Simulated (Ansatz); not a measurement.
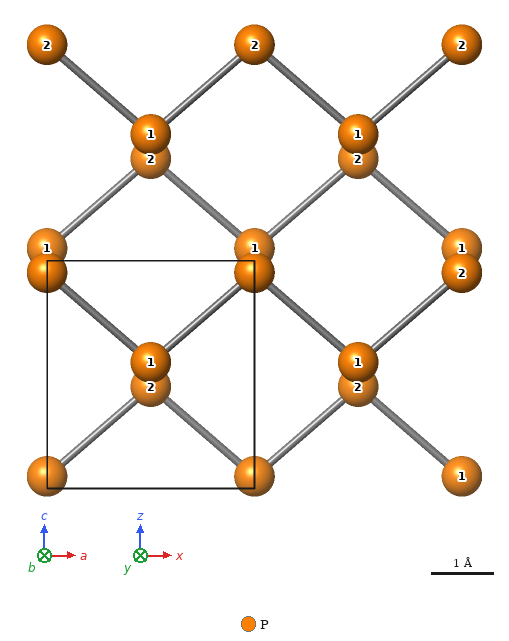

Energy scan for solid P (Imma), in which the cell is strained equally along x and y and separately along z, with the atoms kept at their fractional coordinates. x, y and z are the Cartesian axes of the input. The picture shows the reference cell. Style: ball-and-stick. Shown: the conventional cell (2 times the calculation's cell), repeated 2 × 2 × 2 with one cell outlined, along the b axis. Lengths and directions refer to the drawn axes.

The calculation used DFT r2SCAN, scalar-relativistic, plane waves, PAW (Ansatz 0.2.0). (plane-wave cutoff 500 eV; k-point mesh 18 × 18 × 18; occupations gaussian; smearing width 0.15 eV; no spin polarisation). Energies (free energies at the smearing named) are counted from the cell as listed in its source, which wasn't relaxed.

The input:
```yaml
crystal:
  lattice:
    - [-1.6915100431, 2.5151650373, 1.8589441358]
    - [1.6915100431, -2.5151650373, 1.8589441358]
    - [1.6915100431, 2.5151650373, -1.8589441358]
  atoms:
    - { symbol: P, position: [0.80330911, 0.05330911, 0.75] }
    - { symbol: P, position: [0.19669089, 0.94669089, 0.25] }
basis:
  ecutwfc: 500
kpoints:
  mp_grid: { grid: [18, 18, 18] }
hamiltonian:
  xc: r2scan
scf:
  occupations: { method: gaussian, width: 0.15 }
output:
  forces: true
  stress: true
  eigenvalues: true
```

Launched with:
```bash
ansatz run input.yaml --threads 1 --pin off --max-ram 2560MiB --backend cpu --events-out ev --progress --plain --runs-dir out
```

Question: Give the energy at each point on a grid with rows −0.080, −0.040, 0.000, 0.040, 0.080 and columns −0.080, −0.040, 0.000, 0.040, 0.080 (strain along x and y; strain along z).

Answer: Rows: strain along x and y; columns: strain along z; values in meV/atom.

|  | −0.080 | −0.040 | 0.000 | 0.040 | 0.080 |
| --- | --- | --- | --- | --- | --- |
| −0.080 | 410 | 302 | 232 | 192 | 179 |
| −0.040 | 183 | 103 | 61 | 51 | 65 |
| 0.000 | 86 | 23 | 0 | 7 | 38 |
| 0.040 | 88 | 41 | 30 | 47 | 86 |
| 0.080 | 165 | 131 | 129 | 153 | 197 |

In pairs of (strain along x and y; strain along z): the lowest computed point lies at (0.000, 0.000) (0 meV/atom), the highest at (−0.080, −0.080) (410 meV/atom). The valley is tilted: raising the in-plane strain is made harder by raising the strain along z (cross term 0.27 of the geometric mean of the two curvatures). Over the ranges scanned the energy rises more along the first axis, the in-plane strain. The pressure runs from −13.7 GPa at (0.080, 0.080) to 43.3 GPa at (−0.080, −0.080).

As a map, interpolated between the computed points (dots):

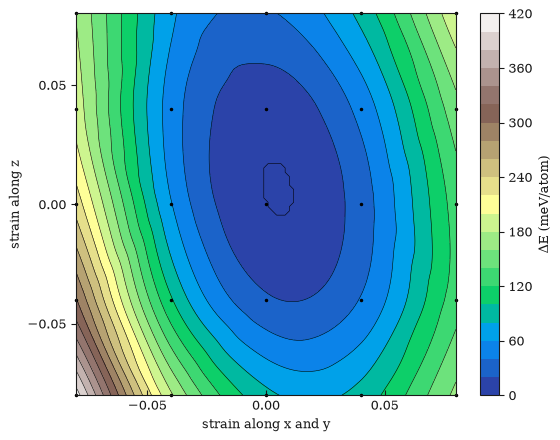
